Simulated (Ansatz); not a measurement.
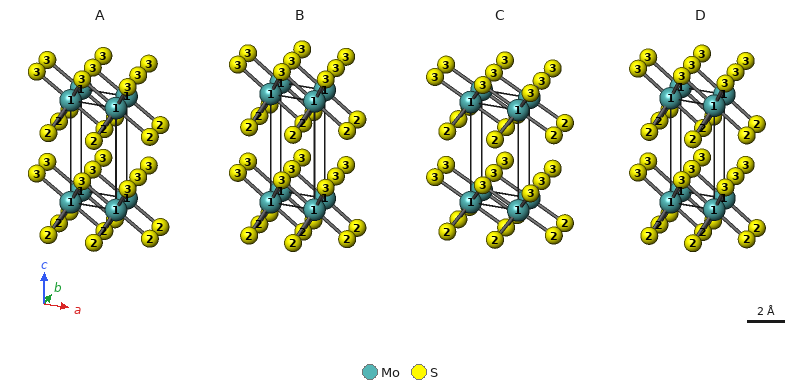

4 geometries from one relaxation of crystalline MoS2 (built on the ZrS2-164 type type), in shuffled order. A ball-and-stick model of the cell of the calculation, seen slightly off an axis.

Method: DFT, PBEsol, plane waves, PAW in Ansatz 0.2.0. Set-up: plane-wave cutoff 420 eV; k-point mesh 9 × 9 × 4; occupations fermi dirac; smearing width 0.03 eV; no spin polarisation; cell and atoms relaxed; force threshold 0.01 eV/Å; at most 120 steps.

Order the frames from highest to lowest energy.

Answer. C, A, D, B. They are steps 0, 1, 2, 7, at +177 meV per atom, +22.1 meV per atom, +5.9 meV per atom relative to the last. Over 6 accepted moves (7 points after the start) the energy falls by 177 meV per atom. The largest force component goes from 1.5 to 0.0012 eV/Å. Pressure: 0.58 GPa at the start and 0.02 GPa at the end. At 1 point the geometry stayed and the basis and grid were re-selected for the new cell (energy shift of less than 0.05 meV per atom at most each time). The largest moves relative to the cell, 0.14 Å, are those of S2 and S3. S2 goes along −c. Mo stays in place. The drawn cell changes as follows: a = b 3.425 → 3.150 Å (−8.0 %), c 5.604 → 6.054 Å (+8.0 %); the volume changes by −8.6 %. Among the contacts that change: Mo1–S2 2.385 → 2.409 Å. Bond angles that change, for instance: S2–Mo1–S2 91.8° → 81.7°, Mo1–S3–Mo1 91.8° → 81.7°, S2–Mo1–S3 88.2° → 98.3°. The space group stays P-3m1 (No. 164).
